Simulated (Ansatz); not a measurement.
# Geometry relaxation of Sr₈Ti₈O₂₃ (charge +2) (part 3 of 3)

Continued. System: Sr₈Ti₈O₂₃ (defect cell, 39 atoms in the cell, total charge +2). Method: DFT PBE, scalar-relativistic, plane waves, PAW, no spin polarisation (Ansatz 0.2.0); cutoff 420 eV, 2×2×2 k-mesh, Gaussian smearing of 0.02 eV. The structure derives from a Materials Project entry. It belongs to a series of runs on one base structure; here: O on a O site beside a O vacancy, charge +2, atoms relaxed.

Trajectory as extended XYZ, continued:
```
39
Lattice="0.0000 7.8728 0.0000 0.0000 0.0000 7.8728 7.8728 0.0000 0.0000" Properties=species:S:1:pos:R:3:forces:R:3 step=3 energy=-61489.09655
Sr   -0.0447    3.9811    0.0000   -0.0606   0.0606   0.0000
Sr   -0.1100    4.0465    3.9364    0.2324  -0.2324   0.0000
Sr   -0.0447   -0.0447    0.0000   -0.0606  -0.0606   0.0000
Sr   -0.1100   -0.1100    3.9364    0.2324   0.2324   0.0000
Sr    3.9811    3.9811    0.0000    0.0606   0.0606   0.0000
Sr    4.0465    4.0465    3.9364   -0.2324  -0.2324   0.0000
Sr    3.9811   -0.0447    0.0000    0.0606  -0.0606   0.0000
Sr    4.0465   -0.1100    3.9364   -0.2324   0.2324   0.0000
Ti    1.9682    1.9682    1.8345    0.0000   0.0000  -0.2541
Ti    1.9682    1.9682    6.0384    0.0000   0.0000   0.2541
Ti    1.9682    5.9046    1.9869    0.0000   0.0000   0.2304
Ti    1.9682    5.9046    5.8860    0.0000   0.0000  -0.2304
Ti    5.9046    1.9682    1.9869    0.0000   0.0000   0.2304
Ti    5.9046    1.9682    5.8860    0.0000   0.0000  -0.2304
Ti    5.9046    5.9046    1.9501    0.0000   0.0000   0.0230
Ti    5.9046    5.9046    5.9227    0.0000   0.0000  -0.0230
O     1.9682    0.0448    2.0554    0.0000   0.1498   0.1705
O     1.9682    0.0448    5.8174    0.0000   0.1498  -0.1705
O     1.9682    3.8916    2.0554    0.0000  -0.1498   0.1705
O     1.9682    3.8916    5.8174    0.0000  -0.1498  -0.1705
O     5.9046    0.0003    1.9782    0.0000   0.0082  -0.1328
O     5.9046    0.0003    5.8947    0.0000   0.0082   0.1328
O     5.9046    3.9361    1.9782    0.0000  -0.0082  -0.1328
O     5.9046    3.9361    5.8947    0.0000  -0.0082   0.1328
O     1.9682    1.9682    0.0000    0.0000   0.0000   0.0000
O     1.9682    5.9046    3.9364    0.0000   0.0000   0.0000
O     1.9682    5.9046    0.0000    0.0000   0.0000   0.0000
O     5.9046    1.9682    3.9364    0.0000   0.0000   0.0000
O     5.9046    1.9682    0.0000    0.0000   0.0000   0.0000
O     5.9046    5.9046    3.9364    0.0000   0.0000   0.0000
O     5.9046    5.9046    0.0000    0.0000   0.0000   0.0000
O     3.8916    1.9682    2.0554   -0.1498   0.0000   0.1705
O     3.8916    1.9682    5.8174   -0.1498   0.0000  -0.1705
O     3.9361    5.9046    1.9782   -0.0082   0.0000  -0.1328
O     3.9361    5.9046    5.8947   -0.0082   0.0000   0.1328
O     0.0448    1.9682    2.0554    0.1498   0.0000   0.1705
O     0.0448    1.9682    5.8174    0.1498   0.0000  -0.1705
O     0.0003    5.9046    1.9782    0.0082   0.0000  -0.1328
O     0.0003    5.9046    5.8947    0.0082   0.0000   0.1328
39
Lattice="0.0000 7.8728 0.0000 0.0000 0.0000 7.8728 7.8728 0.0000 0.0000" Properties=species:S:1:pos:R:3:forces:R:3 step=4 energy=-61489.18012
Sr   -0.0685    4.0049    0.0000    0.0749  -0.0749   0.0000
Sr   -0.0892    4.0256    3.9364    0.1607  -0.1607   0.0000
Sr   -0.0685   -0.0685    0.0000    0.0749   0.0749   0.0000
Sr   -0.0892   -0.0892    3.9364    0.1607   0.1607   0.0000
Sr    4.0049    4.0049    0.0000   -0.0749  -0.0749   0.0000
Sr    4.0256    4.0256    3.9364   -0.1607  -0.1607   0.0000
Sr    4.0049   -0.0685    0.0000   -0.0749   0.0749   0.0000
Sr    4.0256   -0.0892    3.9364   -0.1607   0.1607   0.0000
Ti    1.9682    1.9682    1.8376    0.0000   0.0000  -0.3116
Ti    1.9682    1.9682    6.0353    0.0000   0.0000   0.3116
Ti    1.9682    5.9046    1.9978    0.0000   0.0000   0.0184
Ti    1.9682    5.9046    5.8750    0.0000   0.0000  -0.0184
Ti    5.9046    1.9682    1.9978    0.0000   0.0000   0.0184
Ti    5.9046    1.9682    5.8750    0.0000   0.0000  -0.0184
Ti    5.9046    5.9046    1.9610    0.0000   0.0000   0.0476
Ti    5.9046    5.9046    5.9118    0.0000   0.0000  -0.0476
O     1.9682    0.0530    2.0892    0.0000  -0.0280   0.0978
O     1.9682    0.0530    5.7837    0.0000  -0.0280  -0.0978
O     1.9682    3.8834    2.0892    0.0000   0.0280   0.0978
O     1.9682    3.8834    5.7837    0.0000   0.0280  -0.0978
O     5.9046    0.0025    1.9684    0.0000  -0.0394  -0.0707
O     5.9046    0.0025    5.9044    0.0000  -0.0394   0.0707
O     5.9046    3.9339    1.9684    0.0000   0.0394  -0.0707
O     5.9046    3.9339    5.9044    0.0000   0.0394   0.0707
O     1.9682    1.9682    0.0000    0.0000   0.0000   0.0000
O     1.9682    5.9046    3.9364    0.0000   0.0000   0.0000
O     1.9682    5.9046    0.0000    0.0000   0.0000   0.0000
O     5.9046    1.9682    3.9364    0.0000   0.0000   0.0000
O     5.9046    1.9682    0.0000    0.0000   0.0000   0.0000
O     5.9046    5.9046    3.9364    0.0000   0.0000   0.0000
O     5.9046    5.9046    0.0000    0.0000   0.0000   0.0000
O     3.8834    1.9682    2.0892    0.0280   0.0000   0.0978
O     3.8834    1.9682    5.7837    0.0280   0.0000  -0.0978
O     3.9339    5.9046    1.9684    0.0394   0.0000  -0.0707
O     3.9339    5.9046    5.9044    0.0394   0.0000   0.0707
O     0.0530    1.9682    2.0892   -0.0280   0.0000   0.0978
O     0.0530    1.9682    5.7837   -0.0280   0.0000  -0.0978
O     0.0025    5.9046    1.9684   -0.0394   0.0000  -0.0707
O     0.0025    5.9046    5.9044   -0.0394   0.0000   0.0707
39
Lattice="0.0000 7.8728 0.0000 0.0000 0.0000 7.8728 7.8728 0.0000 0.0000" Properties=species:S:1:pos:R:3:forces:R:3 step=5 energy=-61489.20891
Sr   -0.0704    4.0068    0.0000   -0.0010   0.0010   0.0000
Sr   -0.0656    4.0020    3.9364    0.0005  -0.0005   0.0000
Sr   -0.0704   -0.0704    0.0000   -0.0010  -0.0010   0.0000
Sr   -0.0656   -0.0656    3.9364    0.0005   0.0005   0.0000
Sr    4.0068    4.0068    0.0000    0.0010   0.0010   0.0000
Sr    4.0020    4.0020    3.9364   -0.0005  -0.0005   0.0000
Sr    4.0068   -0.0704    0.0000    0.0010  -0.0010   0.0000
Sr    4.0020   -0.0656    3.9364   -0.0005   0.0005   0.0000
Ti    1.9682    1.9682    1.8313    0.0000   0.0000  -0.0088
Ti    1.9682    1.9682    6.0415    0.0000   0.0000   0.0088
Ti    1.9682    5.9046    1.9994    0.0000   0.0000   0.0043
Ti    1.9682    5.9046    5.8735    0.0000   0.0000  -0.0043
Ti    5.9046    1.9682    1.9994    0.0000   0.0000   0.0043
Ti    5.9046    1.9682    5.8735    0.0000   0.0000  -0.0043
Ti    5.9046    5.9046    1.9671    0.0000   0.0000  -0.0051
Ti    5.9046    5.9046    5.9058    0.0000   0.0000   0.0051
O     1.9682    0.0553    2.1092    0.0000   0.0295   0.0058
O     1.9682    0.0553    5.7636    0.0000   0.0295  -0.0058
O     1.9682    3.8812    2.1092    0.0000  -0.0295   0.0058
O     1.9682    3.8812    5.7636    0.0000  -0.0295  -0.0058
O     5.9046    0.0034    1.9568    0.0000   0.0165  -0.0065
O     5.9046    0.0034    5.9160    0.0000   0.0165   0.0065
O     5.9046    3.9330    1.9568    0.0000  -0.0165  -0.0065
O     5.9046    3.9330    5.9160    0.0000  -0.0165   0.0065
O     1.9682    1.9682    0.0000    0.0000   0.0000   0.0000
O     1.9682    5.9046    3.9364    0.0000   0.0000   0.0000
O     1.9682    5.9046    0.0000    0.0000   0.0000   0.0000
O     5.9046    1.9682    3.9364    0.0000   0.0000   0.0000
O     5.9046    1.9682    0.0000    0.0000   0.0000   0.0000
O     5.9046    5.9046    3.9364    0.0000   0.0000   0.0000
O     5.9046    5.9046    0.0000    0.0000   0.0000   0.0000
O     3.8812    1.9682    2.1092   -0.0295   0.0000   0.0058
O     3.8812    1.9682    5.7636   -0.0295   0.0000  -0.0058
O     3.9330    5.9046    1.9568   -0.0165   0.0000  -0.0065
O     3.9330    5.9046    5.9160   -0.0165   0.0000   0.0065
O     0.0553    1.9682    2.1092    0.0295   0.0000   0.0058
O     0.0553    1.9682    5.7636    0.0295   0.0000  -0.0058
O     0.0034    5.9046    1.9568    0.0165   0.0000  -0.0065
O     0.0034    5.9046    5.9160    0.0165   0.0000   0.0065
39
Lattice="0.0000 7.8728 0.0000 0.0000 0.0000 7.8728 7.8728 0.0000 0.0000" Properties=species:S:1:pos:R:3:forces:R:3 step=6 energy=-61489.20916
Sr   -0.0708    4.0072    0.0000    0.0051  -0.0051   0.0000
Sr   -0.0647    4.0012    3.9364    0.0032  -0.0032   0.0000
Sr   -0.0708   -0.0708    0.0000    0.0051   0.0051   0.0000
Sr   -0.0647   -0.0647    3.9364    0.0032   0.0032   0.0000
Sr    4.0072    4.0072    0.0000   -0.0051  -0.0051   0.0000
Sr    4.0012    4.0012    3.9364   -0.0032  -0.0032   0.0000
Sr    4.0072   -0.0708    0.0000   -0.0051   0.0051   0.0000
Sr    4.0012   -0.0647    3.9364   -0.0032   0.0032   0.0000
Ti    1.9682    1.9682    1.8313    0.0000   0.0000   0.0000
Ti    1.9682    1.9682    6.0416    0.0000   0.0000   0.0000
Ti    1.9682    5.9046    1.9998    0.0000   0.0000   0.0004
Ti    1.9682    5.9046    5.8731    0.0000   0.0000  -0.0004
Ti    5.9046    1.9682    1.9998    0.0000   0.0000   0.0004
Ti    5.9046    1.9682    5.8731    0.0000   0.0000  -0.0004
Ti    5.9046    5.9046    1.9669    0.0000   0.0000   0.0021
Ti    5.9046    5.9046    5.9059    0.0000   0.0000  -0.0021
O     1.9682    0.0569    2.1114    0.0000  -0.0117   0.0006
O     1.9682    0.0569    5.7615    0.0000  -0.0117  -0.0006
O     1.9682    3.8795    2.1114    0.0000   0.0117   0.0006
O     1.9682    3.8795    5.7615    0.0000   0.0117  -0.0006
O     5.9046    0.0044    1.9558    0.0000  -0.0078  -0.0023
O     5.9046    0.0044    5.9170    0.0000  -0.0078   0.0023
O     5.9046    3.9321    1.9558    0.0000   0.0078  -0.0023
O     5.9046    3.9321    5.9170    0.0000   0.0078   0.0023
O     1.9682    1.9682    0.0000    0.0000   0.0000   0.0000
O     1.9682    5.9046    3.9364    0.0000   0.0000   0.0000
O     1.9682    5.9046    0.0000    0.0000   0.0000   0.0000
O     5.9046    1.9682    3.9364    0.0000   0.0000   0.0000
O     5.9046    1.9682    0.0000    0.0000   0.0000   0.0000
O     5.9046    5.9046    3.9364    0.0000   0.0000   0.0000
O     5.9046    5.9046    0.0000    0.0000   0.0000   0.0000
O     3.8795    1.9682    2.1114    0.0117   0.0000   0.0006
O     3.8795    1.9682    5.7615    0.0117   0.0000  -0.0006
O     3.9321    5.9046    1.9558    0.0078   0.0000  -0.0023
O     3.9321    5.9046    5.9170    0.0078   0.0000   0.0023
O     0.0569    1.9682    2.1114   -0.0117   0.0000   0.0006
O     0.0569    1.9682    5.7615   -0.0117   0.0000  -0.0006
O     0.0044    5.9046    1.9558   -0.0078   0.0000  -0.0023
O     0.0044    5.9046    5.9170   -0.0078   0.0000   0.0023
```

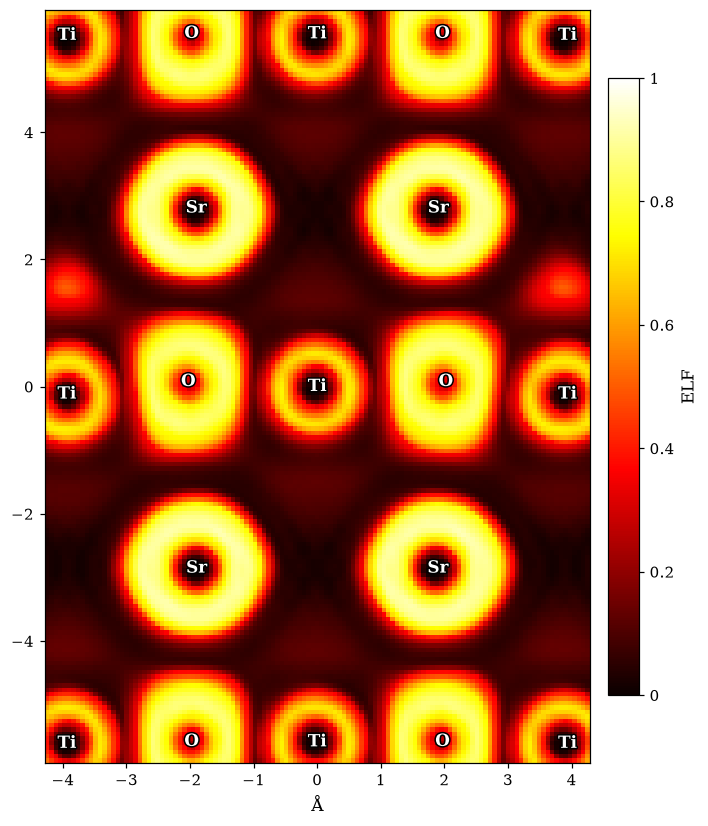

Electron localisation function on the (011) plane of the calculation cell. Atoms in the plane: Sr, Ti and O. Ti–O (1.93 Å): the ELF is about 0.20 at the midpoint. Ti–O (1.96 Å): the ELF is about 0.20 at the midpoint. Ti–O (2.03 Å): the ELF is about 0.20 at the midpoint. The strong features right at Sr and Ti lie inside the PAW spheres (semicore, d or f shells) and say nothing about bonding. The fields are those of the smooth PAW valence density.

Key numbers:

```json
{"quantity": "outcome", "value": "converged"}
{"quantity": "electrons treated", "value": "312"}
{"quantity": "free energy", "value": "−61489.2092 eV"}
{"quantity": "Fermi energy", "value": "10.554 eV"}
{"quantity": "gap on the k-point mesh", "value": "2.50 eV"}
{"quantity": "final volume", "value": "487.97 Å³"}
{"quantity": "largest force (length of the vector) at the end", "value": "0.012 eV/Å"}
{"quantity": "wall time", "value": "2.3 min (CPU time 3.4 min)"}
{"quantity": "peak memory", "value": "0.89 GiB"}
```
